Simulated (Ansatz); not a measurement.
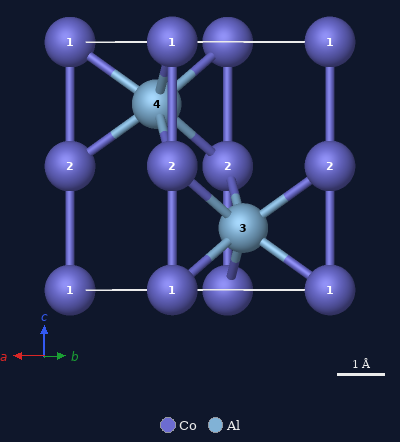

Figure 1. The structure as given in the input (ball-and-stick view of the cell of the calculation, seen at an oblique angle; atoms are numbered from 1 in the order of the input). Near neighbours in the crystal (not all of them lie inside the picture): Co has 6 Al at 2.40 Å and 2 Co at 2.67 Å; Al has 6 Co at 2.40 Å.

AlCo: geometry relaxation (part 1 of 2)

The run: geometry relaxation of AlCo (P6₃/mmc, 4 atoms in the cell). Method and program: DFT, PBE, PAW with Ansatz's default frozen-core files, scalar-relativistic, no spin polarisation (Ansatz 0.2.0).

The structure was built on a prototype by a generator; it need not be a known phase. It belongs to a series of runs on one base structure; here: NiAs relaxed under pressure, PAW files. Figures and captions count atoms from 1; the log counts them from 0 in places.

### Input
```yaml
crystal:
  lattice:
    - [3.4478588188, 0.0, 0.0]
    - [-1.7239294094, 2.9859333258, 0.0]
    - [0.0, 0.0, 5.3441811692]
  atoms:
    - { symbol: Co, position: [0.0, 0.0, 0.0] }
    - { symbol: Co, position: [0.0, 0.0, 0.5] }
    - { symbol: Al, position: [0.3333333333, 0.6666666667, 0.25] }
    - { symbol: Al, position: [0.6666666667, 0.3333333333, 0.75] }
kpoints:
  mp_grid: { grid: [10, 10, 6] }
scf:
  occupations: { method: fermi_dirac, width: 0.1 }
hamiltonian:
  xc: pbe
  pseudopotentials: { kind: paw }
output:
  forces: true
  stress: true
  eigenvalues: true
  write_density: true
  write_potential: true
  elf: true
  volumetric_format: npy
relax:
  f_tol: 0.005
  max_steps: 40
  cell: { p_target: 0.03, stress_tol: 0.03 }
```

Hardware: 1 thread of Arm Neoverse V1, 24 GiB of memory available, shared host.

Launch command:
```bash
ansatz run input.yaml --threads 1 --pin off --max-ram 3584MiB --backend cpu --events-out ev --progress --plain --runs-dir out
```

### Output
```
Engine: ansatz 0.2.0, aarch64-unknown-linux-gnu
Pseudopotentials: kind: paw
Pseudopotential: Co, paw, valence charge 17, recommended cutoff 420 eV (normal), Co.paw.azcp
Pseudopotential: Al, paw, valence charge 3, recommended cutoff 420 eV (normal), Al.paw.azcp
Functional definition: PBE
  parameter kappa = 0.804
  parameter beta = 0.06672455060314922
  exchange = pbe_x(kappa = kappa, mu = beta*pi^2/3)
  correlation = pbe_c(beta = beta)
Crystal: 4 atoms, lattice volume = 55.019 Å³
Basis set: ecut = 420 eV, 1085 PW (Γ), exchange–correlation on 48×48×72 points (8 copies of the dense FFT grid, shifted against one another)
Bands: 24, of which v1, the nominal top of the filled ones, is band 20 counted from 1 (19 counted from 0)
Symmetry: 24 space group operations
Space group: P63/mmc (ITA 194), of the structure as read, at distance tolerance 3.8e-5 Å
k-points: 56 of 600
Non-local potential: Co, projectors of the file, l = 0: 3, l = 1: 2, l = 2: 3, l = 3: 1
Non-local potential: Al, projectors of the file, l = 0: 2, l = 1: 2, l = 2: 1
PAW form: soft (Blöchl's): semilocal exchange-correlation on the pseudo side does not see the compensation charge
PAW one-centre angular grid: Co, 590 points (default); XC on 64 Gauss nodes
PAW one-centre angular grid: Al, 110 points (default); XC on 64 Gauss nodes
Initial density: superposition of atomic densities (neutral atoms: chi_scale 0, normalization atom), corrected by the library's trained network
Initial wavefunctions: pseudopotential atomic-orbital guess
Functional: x = pbe(κ = 0.804, μ = 0.2195149727645171), c = pbe(β = 0.06672455060314922)
SCF iter   1: F=—  HF=-11327.400596 eV  |F-HF|=—  |Δ(HF+E_count)|=         —  Δρ=1.45e-2  dr2=8.13e-2  ethr=1.77e-3  ⟨swp⟩=5.2  Hψ=5790  notcnv=0
preconditioner: auto → Kerker (q_TF=auto, 2.587 Å⁻¹)  [metal: Δε(μ)=0.022 eV  Ē_g=4.713 eV  σ=0.100 eV  W_gap=0.06  n_scr=22 (ndim 8)  ℏωp=24.5 eV  f_vac=0.000  D(μ)=4.52/eV (n_scr^D=54)]
SCF iter   2: F=—  HF=-11327.392854 eV  |F-HF|=—  |Δ(HF+E_count)|=   7.74e-3  Δρ=4.76e-3  dr2=1.11e-2  ethr=2.03e-4  ⟨swp⟩=1.2  Hψ=1804  notcnv=0
SCF iter   3: F=—  HF=-11327.391636 eV  |F-HF|=—  |Δ(HF+E_count)|=   1.22e-3  Δρ=9.42e-4  dr2=6.10e-4  ethr=2.78e-5  ⟨swp⟩=1.1  Hψ=1353  notcnv=0
SCF iter   4: F=—  HF=-11327.391607 eV  |F-HF|=—  |Δ(HF+E_count)|=   2.98e-5  Δρ=2.78e-4  dr2=2.81e-5  ethr=1.53e-6  ⟨swp⟩=2.2  Hψ=1860  notcnv=0
SCF iter   5: F=—  HF=-11327.391457 eV  |F-HF|=—  |Δ(HF+E_count)|=   1.50e-4  Δρ=7.02e-5  dr2=1.61e-6  ethr=7.03e-8  ⟨swp⟩=2.1  Hψ=1953  notcnv=0
SCF iter   6: F=—  HF=-11327.391457 eV  |F-HF|=—  |Δ(HF+E_count)|=   2.33e-7  Δρ=5.06e-5  dr2=1.12e-6  ethr=4.02e-9  ⟨swp⟩=2.6  Hψ=2437  notcnv=0
SCF iter   7: F=-11327.391457 eV  HF=-11327.391457 eV  |F-HF|=1.79e-8  |Δ(HF+E_count)|=   1.31e-7  Δρ=1.17e-5  dr2=3.90e-8  ethr=2.50e-10  ⟨swp⟩=6.3  Hψ=8763  notcnv=0
SCF 1 converged in 7 iterations: F = -11327.391457 eV  dr2 = 3.90e-8
  greatest PAW one-centre occupation: 1.000 electrons in one spin orbital (limit 2), on the Co atom at site 1 (counted from 0), in its partial waves of l = 1
relax step   1: F+E_penalty+E_count = -11327.39145660 eV  Δ(F+E_penalty+E_count) = +0.000e0 eV  max|allowed force component| = 1.012e-17 eV/Å  Δτ_max = 0.0000 Å  P = +0.566 GPa  Ω = 55.019 Å³  (7 SCF iters, dr2 threshold 1.00e-7 eV, accepted)
Crystal: 4 atoms, lattice volume = 55.083 Å³
Basis set: ecut = 420 eV, 1087 PW (Γ), exchange–correlation on 48×48×72 points (8 copies of the dense FFT grid, shifted against one another)
Initial density: handed on by an earlier stage of this run
Initial wavefunctions: those handed on with the density
iter 1 solved again at ethr=5.54e-6 eV; its pass at ethr=3.10e-3 eV (dr2=2.21e-3 eV) is discarded
SCF iter   1: F=—  HF=-11327.413612 eV  |F-HF|=—  |Δ(HF+E_count)|=         —  Δρ=3.45e-3  dr2=2.29e-3  ethr=5.54e-6  ⟨swp⟩=2.1  Hψ=7240  notcnv=0
preconditioner: auto → Kerker (q_TF=auto, 2.587 Å⁻¹)  [metal: Δε(μ)=0.037 eV  Ē_g=4.720 eV  σ=0.100 eV  W_gap=0.09  n_scr=22 (ndim 8)  ℏωp=24.5 eV  f_vac=0.000  D(μ)=4.15/eV (n_scr^D=42)]
SCF iter   2: F=—  HF=-11327.413291 eV  |F-HF|=—  |Δ(HF+E_count)|=   3.21e-4  Δρ=1.68e-3  dr2=5.69e-4  ethr=5.54e-6  ⟨swp⟩=1.0  Hψ=1344  notcnv=0
SCF iter   3: F=—  HF=-11327.413178 eV  |F-HF|=—  |Δ(HF+E_count)|=   1.13e-4  Δρ=3.68e-4  dr2=6.25e-5  ethr=1.42e-6  ⟨swp⟩=1.1  Hψ=1349  notcnv=0
SCF iter   4: F=—  HF=-11327.412959 eV  |F-HF|=—  |Δ(HF+E_count)|=   2.19e-4  Δρ=1.27e-4  dr2=1.03e-5  ethr=1.56e-7  ⟨swp⟩=2.5  Hψ=1979  notcnv=0
iter 5 did not close the SCF: its close was put off for the readings that it lacked (scf_convergence_deferred on its scf_iter line)
SCF iter   5: F=-11327.412957 eV  HF=-11327.412957 eV  |F-HF|=1.22e-7  |Δ(HF+E_count)|=   2.39e-6  Δρ=3.33e-5  dr2=2.01e-7  ethr=2.56e-8  ⟨swp⟩=2.2  Hψ=1852  notcnv=0
SCF iter   6: F=-11327.412957 eV  HF=-11327.412957 eV  |F-HF|=2.15e-9  |Δ(HF+E_count)|=   6.26e-8  Δρ=8.10e-6  dr2=1.79e-8  ethr=5.04e-10  ⟨swp⟩=6.0  Hψ=8768  notcnv=0
SCF 2 converged in 6 iterations: F = -11327.412957 eV  dr2 = 1.79e-8
relax step   2: F+E_penalty+E_count = -11327.41295686 eV  Δ(F+E_penalty+E_count) = -2.150e-2 eV  max|allowed force component| = 1.850e-17 eV/Å  Δτ_max = 0.0000 Å  P = -0.180 GPa  Ω = 55.083 Å³  energy of the carried Pulay correction = -5.881e-5 eV  (6 SCF iters, dr2 threshold 4.00e-7 eV, accepted)
[... from here on the SCF iterations and repeated set-up lines of each step are left out, up to the last step ...]
SCF 3 converged in 6 iterations: F = -11327.441154 eV  dr2 = 3.15e-8
relax step   3: F+E_penalty+E_count = -11327.44115396 eV  Δ(F+E_penalty+E_count) = -2.820e-2 eV  max|allowed force component| = 3.180e-18 eV/Å  Δτ_max = 0.0000 Å  P = -0.586 GPa  Ω = 54.940 Å³  energy of the carried Pulay correction = -4.851e-6 eV  (6 SCF iters, dr2 threshold 4.00e-7 eV, accepted)
SCF 4 converged in 6 iterations: F = -11327.472793 eV  dr2 = 3.58e-8
relax step   4: F+E_penalty+E_count = -11327.47279310 eV  Δ(F+E_penalty+E_count) = -3.164e-2 eV  max|allowed force component| = 3.036e-18 eV/Å  Δτ_max = 0.0000 Å  P = -0.775 GPa  Ω = 54.661 Å³  energy of the carried Pulay correction = +1.226e-4 eV  (6 SCF iters, dr2 threshold 4.00e-7 eV, accepted)
SCF 5 converged in 6 iterations: F = -11327.532831 eV  dr2 = 2.61e-7
relax step   5: F+E_penalty+E_count = -11327.53283076 eV  Δ(F+E_penalty+E_count) = -6.004e-2 eV  max|allowed force component| = 1.590e-18 eV/Å  Δτ_max = 0.0000 Å  P = +0.808 GPa  Ω = 53.107 Å³  energy of the carried Pulay correction = +9.364e-4 eV  (6 SCF iters, dr2 threshold 4.00e-7 eV, accepted)
SCF 6 converged in 6 iterations: F = -11327.602772 eV  dr2 = 3.30e-7
relax step   6: F+E_penalty+E_count = -11327.60277215 eV  Δ(F+E_penalty+E_count) = -6.994e-2 eV  max|allowed force component| = 9.541e-18 eV/Å  Δτ_max = 0.0000 Å  P = -0.055 GPa  Ω = 52.501 Å³  energy of the carried Pulay correction = +1.217e-3 eV  (6 SCF iters, dr2 threshold 4.00e-7 eV, accepted)
SCF 7 converged in 7 iterations: F = -11327.753412 eV  dr2 = 8.07e-8
relax step   7: F+E_penalty+E_count = -11327.75341227 eV  Δ(F+E_penalty+E_count) = -1.506e-1 eV  max|allowed force component| = 2.053e-17 eV/Å  Δτ_max = 0.0000 Å  P = -0.265 GPa  Ω = 51.107 Å³  energy of the carried Pulay correction = +1.970e-3 eV  (7 SCF iters, dr2 threshold 4.00e-7 eV, accepted)
SCF 8 converged in 7 iterations: F = -11327.868480 eV  dr2 = 1.82e-7
relax step   8: F+E_penalty+E_count = -11327.86848047 eV  Δ(F+E_penalty+E_count) = -1.151e-1 eV  max|allowed force component| = 1.879e-17 eV/Å  Δτ_max = 0.0000 Å  P = -1.037 GPa  Ω = 49.443 Å³  energy of the carried Pulay correction = +2.914e-3 eV  (7 SCF iters, dr2 threshold 4.00e-7 eV, accepted)
SCF 9 converged in 7 iterations: F = -11327.872476 eV  dr2 = 1.21e-7
relax step   9: F+E_penalty+E_count = -11327.87247559 eV  Δ(F+E_penalty+E_count) = -3.995e-3 eV  max|allowed force component| = 4.048e-18 eV/Å  Δτ_max = 0.0000 Å  P = -0.107 GPa  Ω = 48.049 Å³  energy of the carried Pulay correction = +3.755e-3 eV  (7 SCF iters, dr2 threshold 4.00e-7 eV, accepted)
SCF 10 converged in 6 iterations: F = -11327.878821 eV  dr2 = 3.45e-8
relax step  10: F+E_penalty+E_count = -11327.87882113 eV  Δ(F+E_penalty+E_count) = -6.346e-3 eV  max|allowed force component| = 1.937e-17 eV/Å  Δτ_max = 0.0000 Å  P = +0.169 GPa  Ω = 48.571 Å³  energy of the carried Pulay correction = +3.443e-3 eV  (6 SCF iters, dr2 threshold 4.00e-7 eV, accepted)
SCF 11 converged in 6 iterations: F = -11327.878916 eV  dr2 = 5.54e-10
relax step  11: F+E_penalty+E_count = -11327.87891635 eV  Δ(F+E_penalty+E_count) = -9.522e-5 eV  max|allowed force component| = 1.937e-17 eV/Å  Δτ_max = 0.0000 Å  P = +0.029 GPa  Ω = 48.550 Å³  energy of the carried Pulay correction = +3.454e-3 eV  (6 SCF iters, dr2 threshold 4.00e-7 eV, accepted)
SCF 12 converged in 9 iterations: F = -11328.173735 eV  dr2 = 1.11e-11
relax step  12: F+E_penalty+E_count = -11328.17373485 eV  Δ(F+E_penalty+E_count) = -2.948e-1 eV  max|allowed force component| = 1.850e-17 eV/Å  Δτ_max = 0.0000 Å  P = +7.241 GPa  Ω = 48.550 Å³  stress off target by 2.05e1 GPa  SCF on the basis re-selected at this cell (its energy is not comparable with the rows above)  (9 SCF iters)
SCF 13 converged in 7 iterations: F = -11328.388253 eV  dr2 = 3.45e-8
relax step  13: F+E_penalty+E_count = -11328.38825344 eV  Δ(F+E_penalty+E_count) = -2.145e-1 eV  max|allowed force component| = 8.963e-18 eV/Å  Δτ_max = 0.0000 Å  P = +5.063 GPa  Ω = 48.515 Å³  energy of the carried Pulay correction = -4.010e-6 eV  (7 SCF iters, dr2 threshold 4.00e-7 eV, accepted)
SCF 14 converged in 7 iterations: F = -11328.535735 eV  dr2 = 9.18e-8
relax step  14: F+E_penalty+E_count = -11328.53573500 eV  Δ(F+E_penalty+E_count) = -1.475e-1 eV  max|allowed force component| = 1.077e-17 eV/Å  Δτ_max = 0.0000 Å  P = +2.411 GPa  Ω = 48.674 Å³  energy of the carried Pulay correction = -1.294e-4 eV  (7 SCF iters, dr2 threshold 4.00e-7 eV, accepted)
SCF 15 converged in 6 iterations: F = -11328.589055 eV  dr2 = 1.15e-8
relax step  15: F+E_penalty+E_count = -11328.58905527 eV  Δ(F+E_penalty+E_count) = -5.332e-2 eV  max|allowed force component| = 1.850e-17 eV/Å  Δτ_max = 0.0000 Å  P = +2.433 GPa  Ω = 48.044 Å³  energy of the carried Pulay correction = +2.428e-4 eV  (6 SCF iters, dr2 threshold 4.00e-7 eV, accepted)
SCF 16 converged in 6 iterations: F = -11328.594157 eV  dr2 = 4.71e-10
relax step  16: F+E_penalty+E_count = -11328.59415659 eV  Δ(F+E_penalty+E_count) = -5.101e-3 eV  max|allowed force component| = 6.650e-18 eV/Å  Δτ_max = 0.0000 Å  P = -0.190 GPa  Ω = 48.807 Å³  energy of the carried Pulay correction = -2.410e-4 eV  (6 SCF iters, dr2 threshold 4.00e-7 eV, accepted)
SCF 17 converged in 6 iterations: F = -11328.594264 eV  dr2 = 7.55e-13
relax step  17: F+E_penalty+E_count = -11328.59426408 eV  Δ(F+E_penalty+E_count) = -1.075e-4 eV  max|allowed force component| = 1.388e-17 eV/Å  Δτ_max = 0.0000 Å  P = +0.044 GPa  Ω = 48.755 Å³  energy of the carried Pulay correction = -2.072e-4 eV  (6 SCF iters, dr2 threshold 4.00e-7 eV, accepted)
SCF 18 converged in 7 iterations: F = -11328.613138 eV  dr2 = 5.35e-12
relax step  18: F+E_penalty+E_count = -11328.61313799 eV  Δ(F+E_penalty+E_count) = -1.887e-2 eV  max|allowed force component| = 1.850e-17 eV/Å  Δτ_max = 0.0000 Å  P = +0.777 GPa  Ω = 48.755 Å³  stress off target by 2.03e0 GPa  SCF on the basis re-selected at this cell (its energy is not comparable with the rows above)  (7 SCF iters)
SCF 19 converged in 6 iterations: F = -11328.615268 eV  dr2 = 2.68e-10
relax step  19: F+E_penalty+E_count = -11328.61526815 eV  Δ(F+E_penalty+E_count) = -2.130e-3 eV  max|allowed force component| = 2.053e-17 eV/Å  Δτ_max = 0.0000 Å  P = +0.150 GPa  Ω = 48.886 Å³  energy of the carried Pulay correction = -8.439e-5 eV  (6 SCF iters, dr2 threshold 4.00e-7 eV, accepted)
SCF 20 converged in 6 iterations: F = -11328.615337 eV  dr2 = 7.47e-11
relax step  20: F+E_penalty+E_count = -11328.61533737 eV  Δ(F+E_penalty+E_count) = -6.922e-5 eV  max|allowed force component| = 9.252e-18 eV/Å  Δτ_max = 0.0000 Å  P = +0.034 GPa  Ω = 48.908 Å³  energy of the carried Pulay correction = -9.842e-5 eV  (6 SCF iters, dr2 threshold 3.37e-7 eV, accepted)
iter 1 solved again at ethr=8.48e-8 eV; its pass at ethr=3.10e-3 eV (dr2=3.39e-5 eV) is discarded
SCF iter   1: F=—  HF=-11328.615528 eV  |F-HF|=—  |Δ(HF+E_count)|=         —  Δρ=2.48e-5  dr2=4.80e-8  ethr=8.48e-8  ⟨swp⟩=3.1  Hψ=9308  notcnv=0
preconditioner: auto → none  [metal: Δε(μ)=0.008 eV  Ē_g=5.222 eV  σ=0.100 eV  W_gap=0.02  n_scr=6 (ndim 8)  ℏωp=26.0 eV  f_vac=0.000  D(μ)=4.18/eV (n_scr^D=50)]
SCF iter   2: F=—  HF=-11328.615439 eV  |F-HF|=—  |Δ(HF+E_count)|=   8.87e-5  Δρ=1.25e-5  dr2=1.73e-8  ethr=1.20e-10  ⟨swp⟩=2.3  Hψ=2522  notcnv=0
SCF iter   3: F=—  HF=-11328.615439 eV  |F-HF|=—  |Δ(HF+E_count)|=   8.11e-9  Δρ=5.00e-6  dr2=6.30e-9  ethr=4.33e-11  ⟨swp⟩=2.2  Hψ=2231  notcnv=0
SCF iter   4: F=—  HF=-11328.615439 eV  |F-HF|=—  |Δ(HF+E_count)|=  8.42e-10  Δρ=6.53e-7  dr2=1.54e-10  ethr=1.57e-11  ⟨swp⟩=2.4  Hψ=1798  notcnv=0
SCF iter   5: F=—  HF=-11328.615439 eV  |F-HF|=—  |Δ(HF+E_count)|=  1.82e-12  Δρ=3.93e-7  dr2=5.07e-11  ethr=1.00e-12  ⟨swp⟩=1.0  Hψ=1344  notcnv=0
iter 6 did not close the SCF: its close was put off for the readings that it lacked (scf_convergence_deferred on its scf_iter line)
SCF iter   6: F=-11328.615439 eV  HF=-11328.615439 eV  |F-HF|=5.46e-12  |Δ(HF+E_count)|=  1.82e-12  Δρ=6.77e-8  dr2=1.15e-12  ethr=1.00e-12  ⟨swp⟩=1.0  Hψ=1344  notcnv=0
SCF iter   7: F=-11328.615439 eV  HF=-11328.615439 eV  |F-HF|=3.64e-12  |Δ(HF+E_count)|=    0.00e0  Δρ=2.24e-8  dr2=2.08e-13  ethr=1.00e-12  ⟨swp⟩=3.9  Hψ=5443  notcnv=0
SCF 21 converged in 7 iterations: F = -11328.615439 eV  dr2 = 2.08e-13
relax step  21: F+E_penalty+E_count = -11328.61543931 eV  Δ(F+E_penalty+E_count) = -1.019e-4 eV  max|allowed force component| = 1.850e-17 eV/Å  Δτ_max = 0.0000 Å  P = +0.035 GPa  Ω = 48.908 Å³  stress off target by 1.40e-2 GPa  SCF on the basis re-selected at this cell (its energy is not comparable with the rows above)  (7 SCF iters)
```

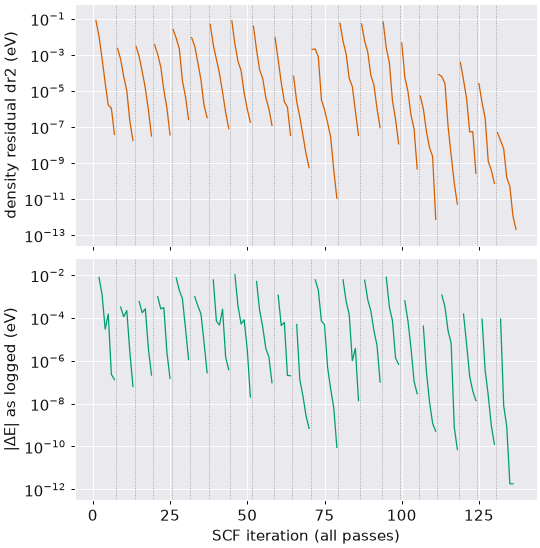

Figure 2. Convergence of the self-consistent field: density residual dr2 and size of the energy change against the SCF iteration. The dotted lines part the SCF passes of the relaxation: geometry steps, rejected trials and re-solves on a re-selected basis. The 21 passes take 6 to 9 iterations each, 137 in all.

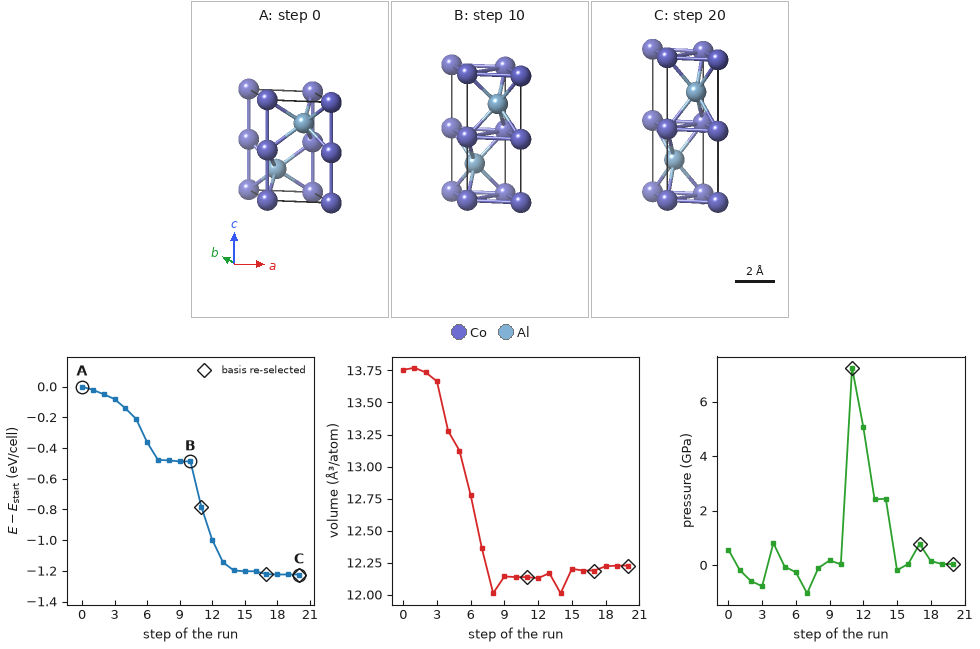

Figure 3. Frames of the relaxation (ball-and-stick view of the cell of the calculation, seen slightly off an axis) above the curves, on which the letters mark them (the first geometry is step 0 here and step 1 in the log).

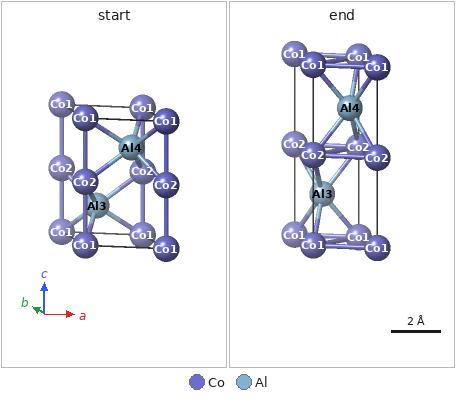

Figure 4. Before (left) and after (right) the relaxation, at one scale (ball-and-stick view of the cell of the calculation, seen slightly off an axis). After 17 geometry steps the energy has fallen by 1.224 eV per cell of the calculation. All forces vanish by symmetry, so only the cell relaxes. Pressure: 0.57 GPa at the start and 0.03 GPa at the end. 2 further SCFs at an unchanged geometry re-selected the plane-wave basis for the new cell. No atom moves by more than 0.005 Å relative to the cell. Cell: a = b 3.448 → 2.729 Å (−20.9 %), c 5.344 → 7.583 Å (+41.9 %). Volume −11.1 %. Among the contacts that change: Co1–Co2 2.672 → 3.792 Å, Co1–Co1 3.448 → 2.729 Å, Al3–Al3 3.448 → 2.729 Å, Co1–Al3 2.397 → 2.465 Å. Bonds break: Co1–Co2 (2.67 → 3.79 Å). Among the angles that change: Co1–Al3–Co2 67.7° → 100.5°, Co1–Al3–Co1 92.0° → 67.2°, Al3–Co1–Al3 92.0° → 67.2°. The space group stays P6_3/mmc (No. 194). The energy change given includes the shifts at the re-selections in mid-walk, which come without any move. A last SCF at the same geometry on a re-selected plane-wave basis shifts the energy by −0.1 meV per cell of the calculation. (Atoms are counted from 1 in the order of the input.)

```
basis re-selected at this cell: Δ(F+E_penalty+E_count) = -1.019e-4 eV, ΔP = +0.000 GPa vs the last step (what re-selecting the basis moved, of the pressure what is left beyond the Pulay correction that the steps carried, after the strain that the cell walked since its last selection, with what the two solves' SCF thresholds leave and, on support functions, any second-order correction that the steps lacked; it is no measure of the basis error at this ecutwfc). This SCF's stress stands 1.40e-2 GPa from its target on what of the cell is left free (relax.cell.stress_tol is 3.00e-2 GPa) and its largest allowed force component is 1.85e-17 eV/Å (relax.f_tol is 5.00e-3 eV/Å): within both
SCF converged after 7 iterations
Free energy (F): -11328.615439 eV
Harris-Foulkes:  -11328.615439 eV  (|F-HF|=3.64e-12)
Internal energy: -11328.483361 eV  (E = F + TS)
E sigma→0 (E₀):  -11328.549400 eV
Entropy (-TS):   -0.132078 eV (-33.019 meV/atom)
Fermi energy:    13.376046 eV
--- Per-component energies (eV) ---
  E_band       = -601.373034
  E_kinetic    = 961.211583
  E_local      = -7764.243698  (includes V_loc(G=0)·N_el)
  E_nonlocal   = 932.436322
  E_hartree    = 3365.651511
  E_xc         = -399.841525
  E_vxc        = -471.349790  (∫ρ·V_xc dr)
  E_paw        = -3968.456974  (= ΣΔE_a)
  E_vpaw       = -990.730689  (= ΣTr[D̂ρ^β])
  E_aug_tail   = 0.000174  (compensation charges beyond the density's cutoff)
  E_ewald      = -4455.240755
  E_smearing   = -0.132078  (= −TS)
  E_closure    = 0.000000  (closes the sum)
  Σ components = -11328.615439   (vs F -11328.615439, Δ=0.00e0)
--- Forces (eV/Å), atoms counted from 1 ---
  atom   1  Co     0.00000000     0.00000000     0.00000000
  atom   2  Co     0.00000000     0.00000000     0.00000000
  atom   3  Al     0.00000000    -0.00000000     0.00000000
  atom   4  Al     0.00000000     0.00000000     0.00000000
  max |Σ_I F_I| component: 1.16e-18 eV/Å
--- Stress (GPa, compression-positive) ---
        0.029796      -0.000000       0.000000
        0.000000       0.029796       0.000000
        0.000000       0.000000       0.043988
  P = ⅓ Tr σ = 0.0345 GPa (0.345 kbar)
--- Band table (eV; the first three rows and the last of 56) ---
```
